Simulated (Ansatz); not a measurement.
## HfN: a changed input and its effect

System: HfN (P6₃/mmc, 4 atoms in the cell).
Method of run A: DFT r2SCAN, scalar-relativistic, plane waves, PAW, no spin polarisation (Ansatz 0.2.0).

The structure derives from a Materials Project entry. Text and figures count atoms from 1; the logs count them from 0 in places.

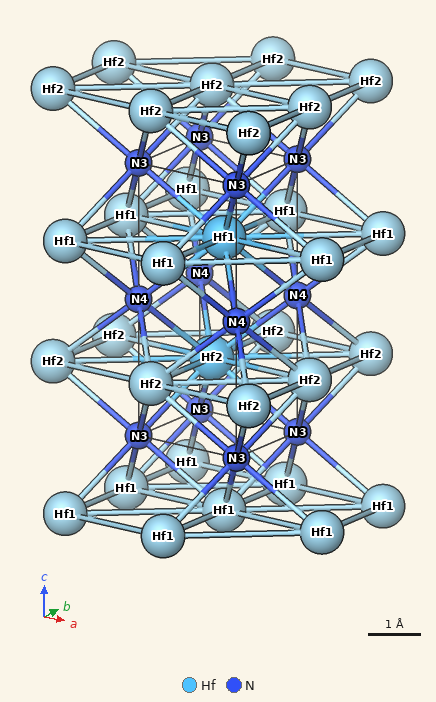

The input geometry (ball-and-stick view of the cell of the calculation, seen slightly off an axis; neighbours outside the cell are drawn fainter; atoms are numbered from 1 in the order of the input). An atom can appear more than once, as a periodic image.

**The input, run A**
```yaml
crystal:
  lattice:
    - [3.1339080219, 0.0, 0.0]
    - [-1.566954011, 2.7140439601, 0.0]
    - [0.0, 0.0, 5.41676772]
  atoms:
    - { symbol: Hf, position: [0.66666667, 0.33333333, 0.75] }
    - { symbol: Hf, position: [0.33333333, 0.66666667, 0.25] }
    - { symbol: "N", position: [0.0, 0.0, 0.0] }
    - { symbol: "N", position: [0.0, 0.0, 0.5] }
basis:
  ecutwfc: 500
kpoints:
  mp_grid: { grid: [6, 6, 4] }
hamiltonian:
  xc: r2scan
scf:
  occupations: { method: gaussian, width: 0.1 }
output:
  forces: true
  stress: true
  eigenvalues: true
```

Command:
```bash
ansatz run input.yaml --threads 1 --pin off --max-ram 2560MiB --backend cpu --events-out ev --progress --plain --runs-dir out
```

Hardware: 1 thread of AMD EPYC (Zen 3), 189 GiB of memory available, shared host.

**Output, shortened to warnings, some set-up lines, iterations and results (run A)**
```
Basis set: ecut = 500 eV, 1159 PW (Γ), exchange–correlation on 96×96×160 points (64 copies of the dense FFT grid, shifted against one another)
Symmetry: 24 space group operations
k-points: 21 of 144
Initial density: superposition of atomic densities (neutral atoms: chi_scale 0, normalization atom), corrected by the library's trained network
[...]
SCF iter   1: F=—  HF=-32243.080755 eV  |F-HF|=—  |Δ(HF+E_count)|=         —  Δρ=1.39e-2  dr2=7.21e-2  dr2_τ=2.92e-1  ethr=1.77e-3  ⟨swp⟩=5.1  Hψ=2580  notcnv=0  defer=13
SCF iter   2: F=—  HF=-32243.201319 eV  |F-HF|=—  |Δ(HF+E_count)|=   1.21e-1  Δρ=7.45e-3  dr2=2.38e-2  dr2_τ=2.14e-3  ethr=1.16e-4  ⟨swp⟩=2.0  Hψ=1725  notcnv=0  defer=39
SCF iter   3: F=—  HF=-32243.198264 eV  |F-HF|=—  |Δ(HF+E_count)|=   3.05e-3  Δρ=4.63e-3  dr2=5.46e-3  dr2_τ=8.01e-4  ethr=3.83e-5  ⟨swp⟩=2.0  Hψ=1214  notcnv=0  defer=18
SCF iter   4: F=—  HF=-32243.198401 eV  |F-HF|=—  |Δ(HF+E_count)|=   1.37e-4  Δρ=1.74e-3  dr2=1.03e-3  dr2_τ=9.33e-5  ethr=8.81e-6  ⟨swp⟩=2.2  Hψ=1368  notcnv=0  defer=18
SCF iter   5: F=—  HF=-32243.198463 eV  |F-HF|=—  |Δ(HF+E_count)|=   6.12e-5  Δρ=2.80e-4  dr2=2.93e-5  dr2_τ=1.69e-6  ethr=1.67e-6  ⟨swp⟩=2.0  Hψ=1237  notcnv=0  defer=18
SCF iter   6: F=—  HF=-32243.198470 eV  |F-HF|=—  |Δ(HF+E_count)|=   7.35e-6  Δρ=5.12e-5  dr2=1.50e-6  dr2_τ=4.82e-8  ethr=4.73e-8  ⟨swp⟩=2.0  Hψ=1408  notcnv=0  defer=18
SCF iter   7: F=—  HF=-32243.198470 eV  |F-HF|=—  |Δ(HF+E_count)|=   1.20e-7  Δρ=1.59e-5  dr2=1.10e-7  dr2_τ=2.12e-8  ethr=2.42e-9  ⟨swp⟩=2.0  Hψ=1256  notcnv=0  defer=18
SCF iter   8: F=-32243.198470 eV  HF=-32243.198470 eV  |F-HF|=1.53e-8  |Δ(HF+E_count)|=   5.09e-9  Δρ=4.45e-6  dr2=1.10e-8  dr2_τ=1.29e-9  ethr=1.61e-10  ⟨swp⟩=7.5  Hψ=3098  …
SCF 1 converged in 8 iterations: F = -32243.198470 eV  dr2 = 1.10e-8
SCF converged after 8 iterations
Free energy (F): -32243.198470 eV
Harris-Foulkes:  -32243.198470 eV  (|F-HF|=1.53e-8)
Internal energy: -32243.188914 eV  (E = F + TS)
E sigma→0 (E₀):  -32243.193692 eV
Entropy (-TS):   -0.009556 eV (-2.389 meV/atom)
Fermi energy:    23.314082 eV
--- Per-component energies (eV) ---
  E_band       = 324.080100
  E_kinetic    = 1116.379637
  E_local      = -9445.705236  (includes V_loc(G=0)·N_el)
  E_nonlocal   = -2406.227282
  E_hartree    = 4489.025512
  E_xc         = -689.804351
  E_vxc        = -760.665559  (∫ρ·V_xc dr)
  E_paw        = -14162.015131  (= ΣΔE_a)
  E_vpaw       = 2803.828050  (= ΣTr[D̂ρ^β])
  E_aug_tail   = 0.000041  (compensation charges beyond the density's cutoff)
  E_vtau       = 38.421458  (kinetic-family band-sum trace: ∫τ·v_τ [+ j·A + Jᵃ·Aᵃ] dr)
  E_ewald      = -11145.426019
  E_core_change = 0.583914  (= ΣΔE_core)
  E_smearing   = -0.009556  (= −TS)
  E_closure    = -0.000000  (closes the sum)
  Σ components = -32243.198470   (vs F -32243.198470, Δ=0.00e0)
--- Forces (eV/Å), atoms counted from 1 ---
  atom   1  Hf    -0.00000000    -0.00000000     0.00000000
  atom   2  Hf     0.00000000     0.00000000     0.00000000
  atom   3  N      0.00000000     0.00000000     0.00000000
  atom   4  N     -0.00000000     0.00000000    -0.00000000
  max |Σ_I F_I| component: 3.70e-17 eV/Å
--- Stress (GPa, compression-positive) ---
        1.806446      -0.000000       0.000000
       -0.000000       1.806446       0.000000
        0.000000       0.000000       3.576593
  P = ⅓ Tr σ = 2.3965 GPa (23.965 kbar)
```

For run B the input was changed thus:
```diff
-    - [3.1339080219, 0.0, 0.0]
-    - [-1.566954011, 2.7140439601, 0.0]
-    - [0.0, 0.0, 5.41676772]
+    - [3.1443010835, 0.0, 0.0]
+    - [-1.5721505417, 2.7230446154, 0.0]
+    - [0.0, 0.0, 5.4252449671]
-    - { symbol: Hf, position: [0.66666667, 0.33333333, 0.75] }
-    - { symbol: Hf, position: [0.33333333, 0.66666667, 0.25] }
+    - { symbol: Hf, position: [0.6666666667, 0.3333333333, 0.75] }
+    - { symbol: Hf, position: [0.3333333333, 0.6666666667, 0.25] }
-  mp_grid: { grid: [6, 6, 4] }
+  mp_grid: { grid: [18, 18, 10] }
```

How does run B compare with run A?

With the same functional and potentials, run B lies 4.6 meV per atom lower (other lines of the input change too). The pressure goes from 2.40 to −0.04 GPa. The volume per atom goes from 11.52 to 11.61 Å³. The number of SCF iterations is the same. The irreducible k-points go from 21 to 222. On the same kind of shared host run B took about 8.6 times as long.

**Output, shortened to warnings, some set-up lines, iterations and results (run B)**
```
Basis set: ecut = 500 eV, 1159 PW (Γ), exchange–correlation on 96×96×160 points (64 copies of the dense FFT grid, shifted against one another)
Symmetry: 24 space group operations
k-points: 222 of 3240
Initial density: superposition of atomic densities (neutral atoms: chi_scale 0, normalization atom), corrected by the library's trained network
[...]
SCF iter   1: F=—  HF=-32243.102669 eV  |F-HF|=—  |Δ(HF+E_count)|=         —  Δρ=1.37e-2  dr2=7.34e-2  dr2_τ=2.88e-1  ethr=1.77e-3  ⟨swp⟩=5.0  Hψ=27281  notcnv=0  defer=109
SCF iter   2: F=—  HF=-32243.221389 eV  |F-HF|=—  |Δ(HF+E_count)|=   1.19e-1  Δρ=8.26e-3  dr2=3.33e-2  dr2_τ=2.10e-3  ethr=1.18e-4  ⟨swp⟩=2.0  Hψ=18262  notcnv=0  defer=386
SCF iter   3: F=—  HF=-32243.217074 eV  |F-HF|=—  |Δ(HF+E_count)|=   4.31e-3  Δρ=5.15e-3  dr2=9.30e-3  dr2_τ=8.50e-4  ethr=5.37e-5  ⟨swp⟩=2.1  Hψ=12388  notcnv=0  defer=386
SCF iter   4: F=—  HF=-32243.216805 eV  |F-HF|=—  |Δ(HF+E_count)|=   2.69e-4  Δρ=1.73e-3  dr2=1.22e-3  dr2_τ=7.41e-5  ethr=1.50e-5  ⟨swp⟩=1.9  Hψ=9337  notcnv=0  defer=386
SCF iter   5: F=—  HF=-32243.216833 eV  |F-HF|=—  |Δ(HF+E_count)|=   2.81e-5  Δρ=3.73e-4  dr2=8.55e-5  dr2_τ=2.18e-6  ethr=1.97e-6  ⟨swp⟩=2.0  Hψ=13099  notcnv=0  defer=386
SCF iter   6: F=—  HF=-32243.216848 eV  |F-HF|=—  |Δ(HF+E_count)|=   1.47e-5  Δρ=1.05e-4  dr2=4.85e-6  dr2_τ=5.39e-7  ethr=1.38e-7  ⟨swp⟩=2.0  Hψ=14847  notcnv=0  defer=386
SCF iter   7: F=—  HF=-32243.216849 eV  |F-HF|=—  |Δ(HF+E_count)|=   1.41e-6  Δρ=2.41e-5  dr2=2.18e-7  dr2_τ=2.19e-8  ethr=7.83e-9  ⟨swp⟩=2.0  Hψ=13261  notcnv=0  defer=386
SCF iter   8: F=-32243.216849 eV  HF=-32243.216849 eV  |F-HF|=1.57e-8  |Δ(HF+E_count)|=   3.03e-9  Δρ=8.32e-6  dr2=3.92e-8  dr2_τ=2.24e-9  ethr=1.61e-10  ⟨swp⟩=9.5  Hψ=37203  …
SCF 1 converged in 8 iterations: F = -32243.216849 eV  dr2 = 3.92e-8
SCF converged after 8 iterations
Free energy (F): -32243.216849 eV
Harris-Foulkes:  -32243.216849 eV  (|F-HF|=1.57e-8)
Internal energy: -32243.213202 eV  (E = F + TS)
E sigma→0 (E₀):  -32243.215026 eV
Entropy (-TS):   -0.003647 eV (-0.912 meV/atom)
Fermi energy:    23.313965 eV
--- Per-component energies (eV) ---
  E_band       = 311.045319
  E_kinetic    = 1115.065693
  E_local      = -9491.989945  (includes V_loc(G=0)·N_el)
  E_nonlocal   = -2406.459113
  E_hartree    = 4505.813112
  E_xc         = -689.402089
  E_vxc        = -760.096974  (∫ρ·V_xc dr)
  E_paw        = -14161.663076  (= ΣΔE_a)
  E_vpaw       = 2804.506021  (= ΣTr[D̂ρ^β])
  E_aug_tail   = 0.000034  (compensation charges beyond the density's cutoff)
  E_vtau       = 38.403978  (kinetic-family band-sum trace: ∫τ·v_τ [+ j·A + Jᵃ·Aᵃ] dr)
  E_ewald      = -11115.161732
  E_core_change = 0.583914  (= ΣΔE_core)
  E_smearing   = -0.003647  (= −TS)
  E_closure    = 0.000000  (closes the sum)
  Σ components = -32243.216849   (vs F -32243.216849, Δ=0.00e0)
--- Forces (eV/Å), atoms counted from 1 ---
  atom   1  Hf    -0.00000000     0.00000000     0.00000000
  atom   2  Hf     0.00000000    -0.00000000    -0.00000000
  atom   3  N     -0.00000000    -0.00000000     0.00000000
  atom   4  N      0.00000000    -0.00000000    -0.00000000
  max |Σ_I F_I| component: 1.85e-17 eV/Å
--- Stress (GPa, compression-positive) ---
       -0.096828      -0.000000       0.000000
       -0.000000      -0.096828       0.000000
        0.000000       0.000000       0.065177
  P = ⅓ Tr σ = -0.0428 GPa (-0.428 kbar)
```

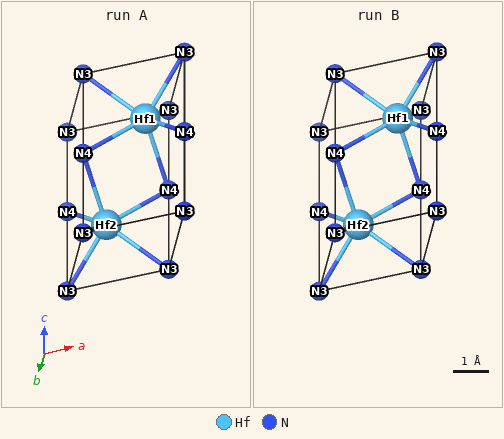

The two input geometries at one scale (ball-and-stick view of the cell of the calculation, seen at an oblique angle). No atom moves by more than 0.005 Å relative to the cell. The drawn cell changes as follows: a = b 3.134 → 3.144 Å (+0.3 %), c 5.417 → 5.425 Å (+0.2 %); the volume changes by +0.8 %. Among the contacts that change: Hf1–Hf1 3.134 → 3.144 Å, Hf1–N3 2.260 → 2.266 Å.

**The two runs side by side**

| quantity | run A | run B |
| --- | --- | --- |
| outcome | converged | converged |
| free energy per atom (eV) | −8060.7996 | −8060.8042 |
| energy per atom, smearing taken to zero (eV) | −8060.7984 | −8060.8038 |
| gap on the mesh (eV) | 0.00 | 0.00 |
| pressure (GPa) | 2.40 | −0.04 |
| volume per atom (Å³) | 11.52 | 11.61 |
| largest force (eV/Å) | 0.000 | 0.000 |
| SCF iterations | 8 | 8 |
| irreducible k-points | 21 | 222 |
| plane waves at Γ | 1159 | 1159 |
| wall time (shared host) | 8.6 s | 74 s |

For both runs: Spin–orbit coupling is left out, which matters for Hf.
